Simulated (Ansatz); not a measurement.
## Single-point calculation of W (part 2 of 2)

W (slab, 18 atoms in the cell); DFT PBE, scalar-relativistic, plane waves, PAW, no spin polarisation (Ansatz 0.2.0); cutoff 420 eV, 6×5×1 k-mesh, Gaussian smearing of 0.1 eV. The structure derives from an entry of the Crystallography Open Database. It belongs to a series of runs on one base structure; here: the film alone at its places in the stack.

Geometry of the input (Å; fractional positions):
```
5.7611  0.0000  0.0000
0.0000  8.1474  0.0000
0.0000  0.0000  28.3270
W  0.2869  0.2177  0.5705
W  0.7899  0.2226  0.5708
W  0.6224  0.5625  0.5712
W  0.4403  0.8876  0.5712
W  0.1127  0.5572  0.5710
W  0.9390  0.8898  0.5717
W  0.1139  0.0561  0.6469
W  0.6127  0.0564  0.6484
W  0.4506  0.3898  0.6463
W  0.2820  0.7222  0.6485
W  0.9509  0.3902  0.6477
W  0.7821  0.7245  0.6475
W  0.9463  0.8888  0.7202
W  0.4483  0.8892  0.7202
W  0.2812  0.2234  0.7199
W  0.1162  0.5560  0.7200
W  0.7807  0.2241  0.7197
W  0.6165  0.5544  0.7202
```

**Output, continued**
```
  k-point 1: bands = ["-72.9146", "-72.8847", "-72.8633", "-72.8577", "-72.8502", "-72.8442", "-72.8050", "-72.7957", "-72.7698", "-72.7610", "-72.7559", "-72.7327", "-72.7239", "-72.7173", "-72.7139", "-72.6842", "-72.6751", "-72.6599", "-37.6508", "-37.6284", "-37.5917", "-37.5641", "-37.5502", "-37.5016", "-37.4820", "-37.4750", "-37.4497", "-37.4256", "-37.3729", "-37.3654", "-37.2904", "-37.2297", "-37.2042", "-37.1871", "-37.1465", "-37.1323", "-37.1205", "-37.0962", "-37.0870", "-37.0765", "-37.0553", "-37.0345", "-37.0267", "-37.0226", "-37.0145", "-36.9741", "-36.9651", "-36.9524", "-36.9225", "-36.8856", "-36.8563", "-36.8167", "-36.8106", "-36.7932", "-36.7532", "-36.7290", "-36.7221", "-36.7135", "-36.6988", "-36.6941", "-36.6597", "-36.6391", "-36.6233", "-36.6035", "-36.5983", "-36.5924", "-36.5864", "-36.5514", "-36.5372", "-36.5255", "-36.5109", "-36.4961", "-6.9945", "-5.3466", "-4.7654", "-4.3215", "-4.1536", "-3.9183", "-3.9000", "-3.6965", "-3.6858", "-3.5558", "-3.3683", "-3.3436", "-3.1353", "-3.0120", "-2.8256", "-2.7102", "-2.5424", "-2.3648", "-2.2277", "-1.8880", "-1.8612", "-1.7821", "-1.7552", "-1.6661", "-1.5860", "-1.5364", "-1.4705", "-1.4083", "-1.2779", "-1.0473", "-0.8073", "-0.7403", "-0.7340", "-0.6604", "-0.6339", "-0.5995", "-0.5685", "-0.3572", "-0.3005", "-0.0989", "-0.0281", "0.1263", "0.3025", "0.3137", "0.4221", "0.4658", "0.5096", "0.5734", "0.6228", "0.6549", "0.9189", "1.2745", "1.3897", "1.4653", "1.5098", "1.8416", "1.9246", "1.9575", "2.0418", "2.0740", "2.0857", "2.6079", "2.6302", "2.6461", "2.6992", "2.7429", "2.8308", "2.8388", "2.8738", "2.9121", "2.9887", "3.1287", "3.1530", "3.1892", "3.2325", "3.2855", "3.4154", "3.4267", "3.4385", "3.5117"]
  k-point 2: bands = ["-72.9082", "-72.8961", "-72.8607", "-72.8551", "-72.8494", "-72.8449", "-72.8038", "-72.7971", "-72.7723", "-72.7602", "-72.7535", "-72.7335", "-72.7233", "-72.7182", "-72.7146", "-72.6849", "-72.6700", "-72.6635", "-37.6714", "-37.6685", "-37.5692", "-37.5309", "-37.5202", "-37.5135", "-37.4949", "-37.4868", "-37.4037", "-37.3909", "-37.3760", "-37.3617", "-37.3539", "-37.2629", "-37.2021", "-37.1921", "-37.1888", "-37.1489", "-37.0991", "-37.0894", "-37.0821", "-37.0727", "-37.0321", "-37.0277", "-37.0185", "-36.9910", "-36.9828", "-36.9666", "-36.9654", "-36.9422", "-36.9010", "-36.8961", "-36.8572", "-36.8514", "-36.8469", "-36.8121", "-36.7741", "-36.7505", "-36.7133", "-36.6904", "-36.6692", "-36.6575", "-36.6431", "-36.6385", "-36.6330", "-36.6295", "-36.6143", "-36.6025", "-36.5784", "-36.5732", "-36.5367", "-36.5240", "-36.5035", "-36.4905", "-6.6096", "-6.0270", "-4.4268", "-4.1714", "-4.1285", "-3.9970", "-3.7769", "-3.7608", "-3.7421", "-3.6361", "-3.2534", "-3.2343", "-3.1808", "-3.1400", "-3.0015", "-2.8783", "-2.6736", "-2.6252", "-1.9539", "-1.9281", "-1.8677", "-1.8305", "-1.8015", "-1.7114", "-1.6036", "-1.5733", "-1.5606", "-1.3661", "-1.3290", "-1.3195", "-0.9259", "-0.9146", "-0.9042", "-0.7291", "-0.5813", "-0.4830", "-0.3884", "-0.3736", "-0.2555", "-0.0251", "0.0955", "0.2271", "0.4070", "0.6373", "0.6678", "0.8157", "0.8364", "0.8848", "0.9610", "0.9924", "1.0248", "1.2037", "1.3789", "1.5299", "1.5953", "1.6322", "1.8011", "1.8804", "2.1177", "2.1447", "2.1908", "2.4495", "2.4648", "2.5520", "2.6650", "2.6994", "2.7526", "2.8232", "2.8592", "2.9916", "3.0370", "3.0982", "3.1352", "3.1808", "3.2131", "3.2353", "3.2914", "3.3357", "3.4537", "3.4916"]
  k-point 15: bands = ["-72.8874", "-72.8838", "-72.8761", "-72.8737", "-72.8483", "-72.8459", "-72.7985", "-72.7910", "-72.7714", "-72.7636", "-72.7486", "-72.7463", "-72.7209", "-72.7168", "-72.7064", "-72.6830", "-72.6752", "-72.6725", "-37.5715", "-37.5648", "-37.5107", "-37.5026", "-37.4927", "-37.4779", "-37.4574", "-37.4456", "-37.4148", "-37.3974", "-37.3071", "-37.2851", "-37.2810", "-37.2386", "-37.2089", "-37.1644", "-37.1114", "-37.0797", "-37.0781", "-37.0672", "-37.0527", "-37.0455", "-37.0295", "-37.0291", "-37.0088", "-36.9877", "-36.9700", "-36.9657", "-36.9543", "-36.9458", "-36.9322", "-36.9111", "-36.8964", "-36.8899", "-36.8788", "-36.8414", "-36.8322", "-36.8034", "-36.7577", "-36.7530", "-36.7380", "-36.7257", "-36.7197", "-36.7024", "-36.6790", "-36.6622", "-36.6441", "-36.6322", "-36.6140", "-36.6070", "-36.5996", "-36.5933", "-36.5202", "-36.5059", "-5.2822", "-5.1990", "-4.7917", "-4.7754", "-3.5792", "-3.2302", "-3.1914", "-2.9951", "-2.9644", "-2.9399", "-2.9212", "-2.9158", "-2.8598", "-2.7665", "-2.7375", "-2.4716", "-2.4314", "-2.0176", "-1.9613", "-1.9408", "-1.7636", "-1.7349", "-1.6933", "-1.6307", "-1.4423", "-1.2961", "-1.1866", "-1.1477", "-1.1146", "-1.0595", "-1.0346", "-0.9359", "-0.7241", "-0.7033", "-0.6872", "-0.6249", "-0.5539", "-0.4811", "-0.0626", "-0.0210", "0.0597", "0.0666", "0.1377", "0.1918", "0.2040", "0.2335", "0.3223", "0.3705", "0.3888", "0.4900", "0.5272", "0.5966", "0.6066", "0.6938", "0.9870", "1.0244", "1.2003", "1.2702", "1.6428", "1.6827", "1.7419", "1.7786", "1.8683", "1.9183", "2.0171", "2.1753", "2.1985", "2.2470", "2.3104", "2.3740", "2.4250", "2.7077", "2.8238", "2.8546", "2.8917", "3.0338", "3.1253", "3.2167", "3.3327", "3.3508"]
```

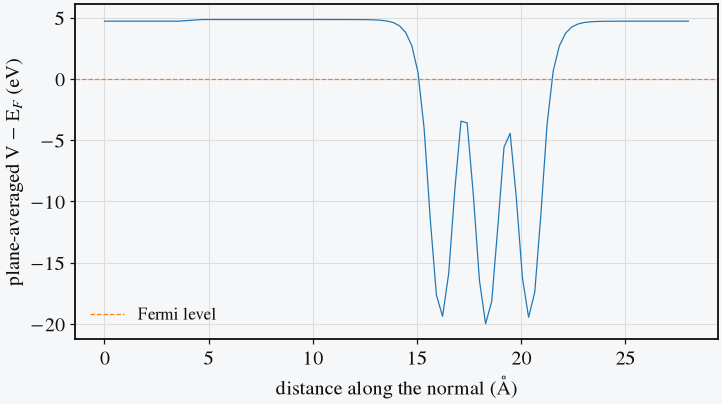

Figure 1. Plane average of the electrostatic potential energy of an electron across the cell, from the Fermi level. The vacuum level lies 4.70 eV above the Fermi level on the upper side and 4.83 eV on the lower.

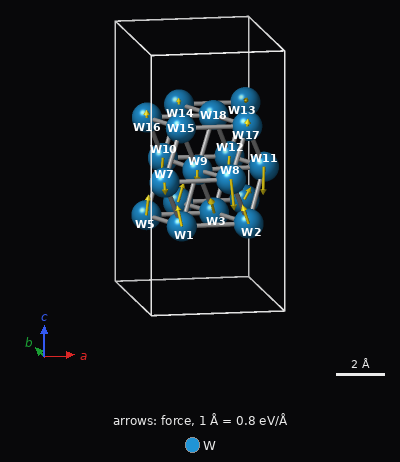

Figure 2. Forces on the atoms as yellow arrows (ball-and-stick view of the cell of the calculation, with the vacuum cut short, seen slightly off an axis; atoms are numbered from 1 in the order of the input); the smallest are left out. The largest act on W10 (1.12 eV/Å); W8 (1.09 eV/Å); W11 (0.98 eV/Å); W1 (0.75 eV/Å), among others. The geometry is not a stationary point of this energy.

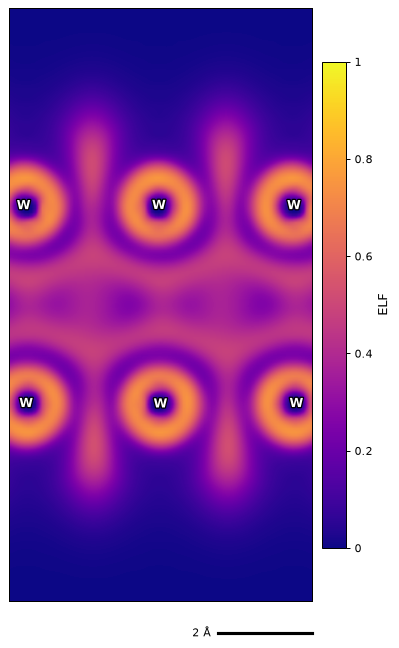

Figure 3. ELF on the (010) plane of the calculation cell, a cut from vacuum to vacuum. The section cuts through W sites. The strong features right at W lie inside the PAW spheres (semicore, d or f shells) and say nothing about bonding. The fields are those of the smooth PAW valence density.

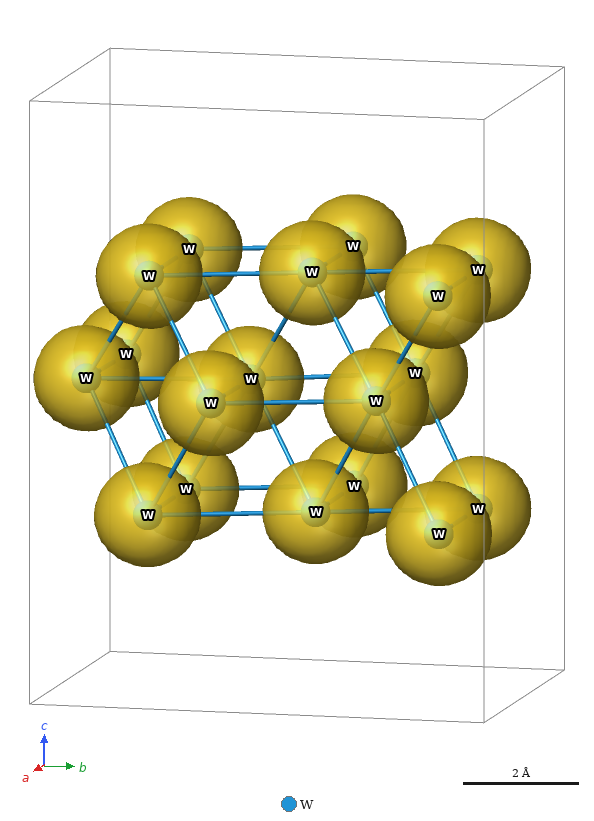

Figure 4. Isosurface of the valence pseudo-density at 1 e/Å³ (yellow), seen slightly off an axis. Sticks mark near contacts. At this value the density breaks into separate islands; it holds about 65 % of the electrons treated as valence (semicore included). It is pinched off along the W–W (2.62 Å), W–W (2.66 Å), W–W (2.72 Å) and W–W (2.77 Å) contacts. On the grid the lowest density along these lines, outside the cores, is 0.54 e/Å³ (W–W, 2.62 Å), 0.5 e/Å³ (W–W, 2.66 Å), 0.45 e/Å³ (W–W, 2.72 Å) and 0.41 e/Å³ (W–W, 2.77 Å).

**Results in brief**

- outcome: converged
- electrons treated: 252
- free energy: −186905.2006 eV
- work function, top face: 4.70 eV
- work function, bottom face: 4.83 eV
- Fermi energy: 1.177 eV
- gap on the k-point mesh: none (metallic)
- work function (upper face): 4.70 eV
- largest force (length of the vector): 1.123 eV/Å
- wall time: 100 s (CPU time 13 min)
- peak memory: 7.3 GiB

**Notes**

Spin–orbit coupling is left out, which matters for W.
